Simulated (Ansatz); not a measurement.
**Run report: PtTe2, single-point calculation (part 2 of 2)**

Continued. System: PtTe2 (P-3m1, 3 atoms in the cell). Method: DFT r2SCAN+U, scalar-relativistic, plane waves, PAW, Ueff = 1 eV on Pt atom 3 d, spin-polarised (Ansatz 0.2.0); cutoff 500 eV, 6×6×4 k-mesh, Gaussian smearing of 0.05 eV, collinear spins. The structure derives from an entry of the Crystallography Open Database. It belongs to a series of runs on one base structure; here: random orbitals: harmonics, high filling.

Geometry of the input (Å; fractional positions):
```
4.0180  0.0000  0.0000
-2.0090  3.4797  0.0000
0.0000  0.0000  5.2120
Te 0.3333  0.6667  0.2500
Te 0.6667  0.3333  0.7500
Pt 0.0000  0.0000  0.0000
```

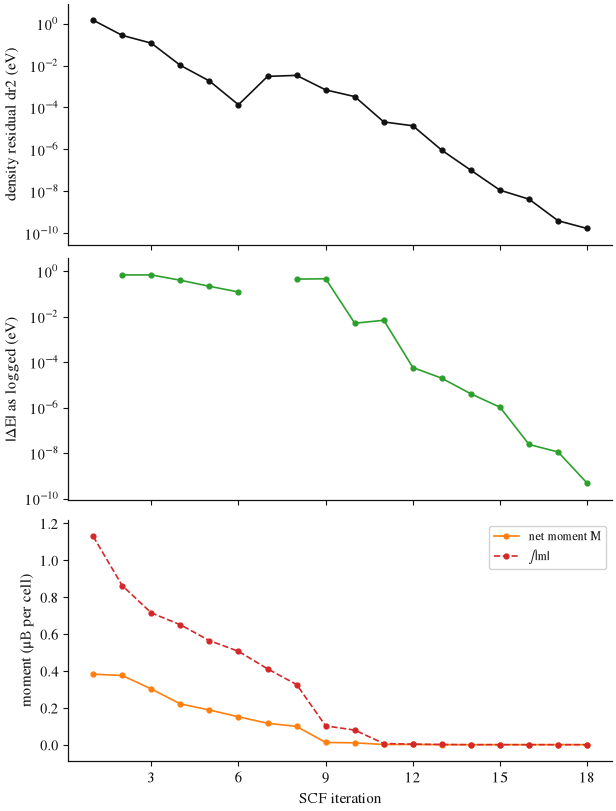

*Convergence of the self-consistent field: density residual dr2, size of the energy change and magnetic moment against the SCF iteration.*

The residual comes down, with one marked jump up, by a factor of about 25, at step 7. The net moment goes from 0.4 to 0.0 μB per cell, and ∫|m| falls to zero.

```
this state was not tested for a lower state beside it, because the mixer in use, unlike msr1, does not test its closes by its own steps (another_mixer; see scf.mixing.algorithm and scf.lower_state_search)
SCF converged after 18 iterations
Magnetization: 0.0000 μB (25.0000 up, 25.0000 down)
Absolute magnetization: 0.0000 μB (∫|ρ↑−ρ↓|, with the PAW one-centre terms)
Spin contamination: 0.0000 ħ² per cell (⟨S²⟩ above its minimum at these occupations)
Per-site moments (μB) at R_I (Å): [(1.1133481835273273e-6, 1.0975328539957738), (1.1133481836503282e-6, 1.0975328539957738), (-1.3430634735449296e-6, 1.0975328539957738)]
Free energy (F): -26527.216877 eV
Harris-Foulkes:  -26527.216877 eV  (|F-HF|=2.80e-10)
Internal energy: -26527.216139 eV  (E = F + TS)
E sigma→0 (E₀):  -26527.216508 eV
Entropy (-TS):   -0.000738 eV (-0.246 meV/atom)
Fermi energy:    13.906853 eV
--- Per-component energies (eV) ---
  E_band       = -740.538941
  E_kinetic    = 1003.412162
  E_local      = -4562.167921  (includes V_loc(G=0)·N_el)
  E_nonlocal   = -419.567802
  E_hartree    = 2426.271763
  E_xc         = -482.847483
  E_vxc        = -564.700075  (∫ρ·V_xc dr)
  E_hubbard    = 0.415654  (on-site DFT+U / exact-exchange correction)
  E_vhub       = -3.652015  (the Hubbard potential's part of the band-sum identity)
  E_paw        = -18853.652147  (= ΣΔE_a)
  E_vpaw       = -1081.935733  (= ΣTr[D̂ρ^β])
  E_aug_tail   = 0.000093  (compensation charges beyond the density's cutoff)
  E_vtau       = 35.529100  (kinetic-family band-sum trace: ∫τ·v_τ [+ j·A + Jᵃ·Aᵃ] dr)
  E_ewald      = -5639.418675
  E_core_change = 0.338216  (= ΣΔE_core)
  E_smearing   = -0.000738  (= −TS)
  E_closure    = 0.000000  (closes the sum)
  Σ components = -26527.216877   (vs F -26527.216877, Δ=0.00e0)
--- Specified on-site occupations, and those of the state reported ---
  electrons in the specified blocks: 5.9000 specified, 8.9667 found
  site 2 (l=d) ↓: largest change of an orbital's occupation 0.9571; electrons 1.0500 specified, 4.4833 found; spectral distance 1.7247
  site 2 (l=d) ↑: largest change of an orbital's occupation 0.1929; electrons 4.8500 specified, 4.4833 found; spectral distance 0.2730
--- Forces (eV/Å), atoms counted from 1 ---
  atom   1  Te     0.00000000    -0.00000165     0.82433370
  atom   2  Te    -0.00000000     0.00000165    -0.82433370
  atom   3  Pt    -0.00000000     0.00000000     0.00000000
  max |Σ_I F_I| component: 1.58e-30 eV/Å
--- Stress (GPa, compression-positive) ---
        6.050283      -0.000000       0.000000
       -0.000000       6.050284      -0.000008
        0.000000      -0.000007       6.211126
  P = ⅓ Tr σ = 6.1039 GPa (61.039 kbar)
--- Band table (eV; the first three rows and the last of 94) ---
  k-point 0 ↑: bands = ["-87.4780", "-41.1627", "-41.1627", "-41.0298", "-24.7280", "-24.7280", "-24.7093", "-24.7093", "-24.7088", "-24.7082", "-24.7082", "-24.7049", "-24.6958", "-24.6958", "-0.9665", "2.7765", "6.5526", "7.3424", "7.3424", "9.2961", "9.2961", "10.7110", "13.2096", "13.2096", "15.0258", "15.0258", "15.2903", "16.9505", "18.7599", "20.0799", "20.0799", "23.9179", "24.0340"]
  k-point 1 ↑: bands = ["-87.4780", "-41.1627", "-41.1627", "-41.0298", "-24.7253", "-24.7253", "-24.7105", "-24.7105", "-24.7100", "-24.7100", "-24.7082", "-24.7054", "-24.6956", "-24.6956", "-0.6923", "1.9148", "7.3825", "7.3825", "7.5897", "9.2763", "9.2763", "10.8917", "12.8627", "12.8627", "14.0242", "15.5975", "15.5975", "17.4214", "19.5091", "19.6702", "19.6702", "22.6833", "22.7932"]
  k-point 2 ↑: bands = ["-87.4780", "-41.1627", "-41.1627", "-41.0298", "-24.7208", "-24.7208", "-24.7144", "-24.7144", "-24.7108", "-24.7108", "-24.7072", "-24.7064", "-24.6953", "-24.6953", "-0.2266", "1.0298", "7.4237", "7.4237", "8.5532", "9.2578", "9.2578", "11.5274", "12.4172", "12.5949", "12.5949", "16.1960", "16.1960", "18.2853", "19.1460", "19.1460", "20.1386", "21.3034", "21.6334"]
  k-point 46 ↓: bands = ["-87.4780", "-41.1662", "-41.1643", "-41.0295", "-24.7262", "-24.7196", "-24.7178", "-24.7118", "-24.7091", "-24.7057", "-24.7051", "-24.6996", "-24.6968", "-24.6948", "1.1220", "1.5542", "6.8520", "7.6417", "8.2138", "8.5996", "9.2915", "9.6018", "10.0152", "11.0695", "11.9013", "14.4350", "15.9437", "18.3982", "19.6909", "20.8309", "21.9425", "22.8723", "23.8645"]
Occupation matrices written to [file]
--- Löwdin populations: 3 sites ---
  site symbol       q [e]    m [muB]
     0     Te     15.9671     0.0000
     1     Te     15.9671     0.0000
     2     Pt     17.7994    -0.0000
  spilling = 0.005329 (of n_electrons = 50.000000)
--- Occupation matrices: 1 shell (run DFT+U table (all-electron-ortho-atomic); ε = 8.56e-4) ---
  Pt2 d_5D: site group D3d (-3m)
  Pt2 d_5D up     Tr n = 4.4833  λ = 0.777 0.777 0.975 0.977 0.977  [2× yz 0.30 Eg(1.00) | z2 1.00 A1g(1.00) | 2× x2-y2 0.30 Eg(1.00)]
  Pt2 d_5D dn     Tr n = 4.4833  λ = 0.777 0.777 0.975 0.977 0.977  [2× xz 0.30 Eg(1.00) | z2 1.00 A1g(1.00) | 2× xy 0.30 Eg(1.00)]
  specified occupation → Pt2 d_5D up: matrix, ‖Δ‖_F = 0.2730, Tr Δ = +0.3667, displaced = 0.2024, d_λ = 0.2730; orbital distance = 0.0000
  specified occupation → Pt2 d_5D dn: matrix, ‖Δ‖_F = 1.7900, Tr Δ = -3.4333, displaced = 1.8400, d_λ = 1.7247; orbital distance = 1.0510
  Tr n, λ and their labels are of the run-group-symmetrised matrices; stabiliser: 24 of 24 elements of G0×{1,Θ} (closed), max defect 1.1e-6 at τ = 1.8e-4
```

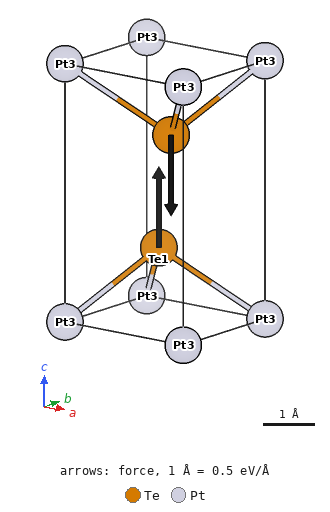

*Forces on the atoms as black arrows (ball-and-stick view of the cell of the calculation, seen slightly off an axis; atoms are numbered from 1 in the order of the input).*

The largest act on Te1, Te2 (0.82 eV/Å). The geometry is not a stationary point of this energy.

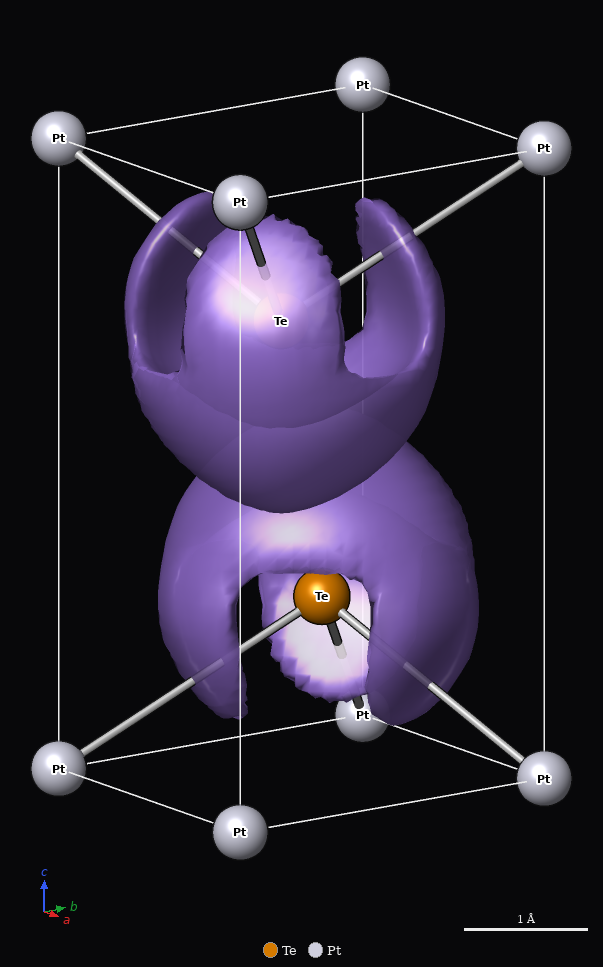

*Isosurface of the ELF at 0.55 (purple), seen slightly off an axis. Only the valence region is drawn (cores and ρ < 0.01 e/Å³ removed). Sticks mark near contacts. The outline is the cell set on symmetry axes.*

Values along the shortest contacts: Te–Pt (2.66 Å): the ELF is about 0.55 at the midpoint. Core electrons are frozen (PAW), so the fields are smoothed inside the atomic spheres.

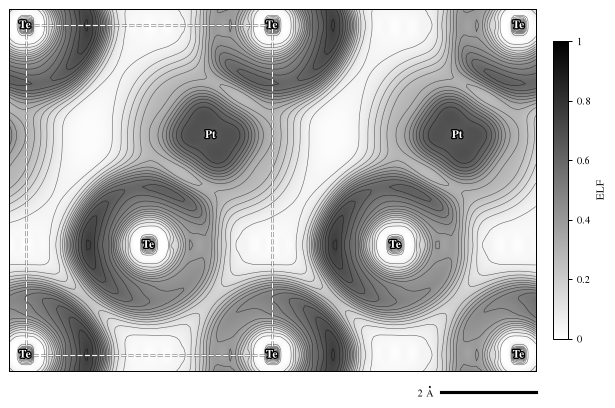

*ELF on the (110) plane of the conventional cell.*

The section cuts through Te and Pt sites. Te–Pt (2.66 Å): the ELF is about 0.55 at the midpoint. The strong features right at Pt lie inside the PAW spheres (semicore, d or f shells) and say nothing about bonding.

Results in brief

- outcome: converged
- space group (tolerance 0.01 Å): P-3m1 (164)
- electrons treated: 50
- free energy: −26527.2169 eV
- Fermi energy: 13.907 eV
- gap on the k-point mesh: none (metallic)
- net moment of the cell: 0.00 μB
- integrated absolute moment: 0.00 μB
- pressure: 6.10 GPa
- largest force (length of the vector): 0.824 eV/Å
- wall time: 15 s (CPU time 56 s)
- peak memory: 0.82 GiB

Notes

Warnings of the run: some starting moments were not kept; the typed occupations were not kept; the state was not tested for a lower one; the occupation matrices lower the symmetry. Spin–orbit coupling is left out, which matters for Pt. The cell is under a pressure of 6.1 GPa at this level, so it is not at its equilibrium volume.
